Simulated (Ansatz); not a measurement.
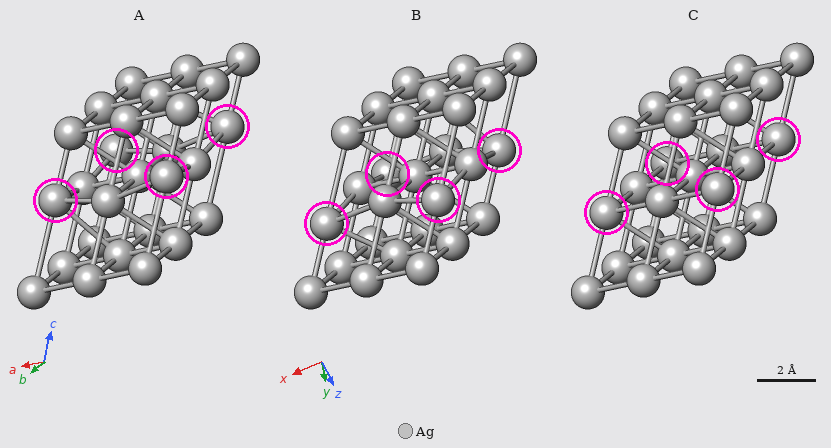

Energy scan for solid Ag (Im-3m), in which an Ag atom (one in each cell of 8 atoms) is moved along Cartesian [1 1 1], all else fixed. A ball-and-stick model of the cell of the calculation, seen from a free direction. The ringed atoms are those of the scanned coordinate.

Level of theory: DFT PBEsol, scalar-relativistic, plane waves, PAW (Ansatz). Settings: plane-wave cutoff 420 eV; k-point mesh 10 × 10 × 10; occupations gaussian; smearing width 0.15 eV; no spin polarisation. Energies (free energies at the smearing named) are counted from the cell as listed in its source, which wasn't relaxed.

### Order these geometries by energy, lowest first.

Lowest first: C (the displacement 0.00 Å, 0 meV/cell), B (the displacement 0.3938 Å, 363 meV/cell), A (the displacement −0.45 Å, 506 meV/cell). Over the whole scan: of the computed points the lowest is at the displacement 0.00 Å, 0 meV/cell. At the ends of the scan the energy is 506 meV/cell (−0.45 Å) and 506 meV/cell (0.45 Å). The curvature at zero is about 3.8 eV/Å². The well is symmetric. At the highest point the shortest interatomic distance is 2.42 Å, against 2.87 Å in the reference. The distortion takes the space group from Im-3m to R3m.
